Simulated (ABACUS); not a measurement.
NaI

Input

```
INPUT_PARAMETERS
suffix              NaI
calculation         scf
basis_type          lcao
pseudo_dir          ./
orbital_dir         ./
symmetry            1
dft_functional      pbe
ecutwfc             100
pseudo_rcut         10
nspin               1
nbands              12
ks_solver           genelpa
smearing_method     fd
smearing_sigma      0.00367493
scf_thr             1e-07
scf_nmax            100
mixing_type         broyden
mixing_beta         0.7
cal_force           1
cal_stress          1
out_mul             1
out_chg             1
out_pot             2
out_elf             1
```

Run with:

```sh
OMP_NUM_THREADS=1 mpirun -np 4 abacus > log
```

Below, planes, directions and counts refer to the conventional cell (a = 6.47 Å, b = 6.47 Å, c = 4.58 Å, α = 90.00°, β = 135.00°, γ = 90.00°).

Space group Cm; changed on purpose from its base cell (atoms moved at random by about 0.05 A).

These are results of Kohn-Sham DFT of a periodic cell, PBE, PseudoDojo NC SR 0.4.1 PBE standard (ABACUS), not measurements.

Q: Predict the electron localisation function between the atoms.

A: Na–I (3.23 Å): the ELF is about 0.65 at the midpoint (a largely ionic contact).

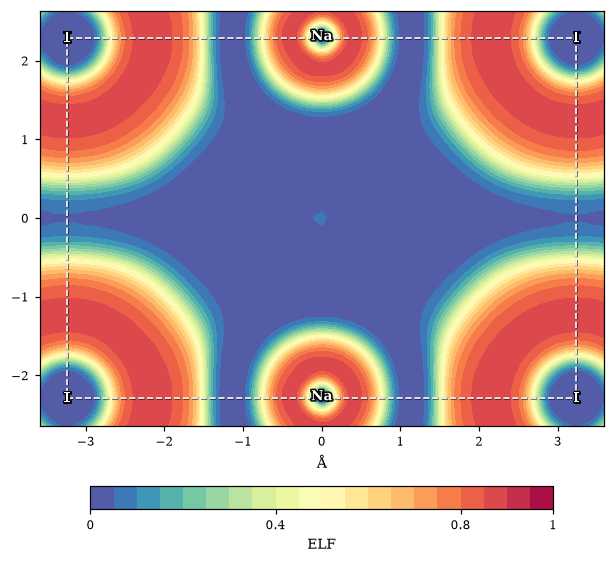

Computed electron localisation function on the (100) plane of the conventional cell. 
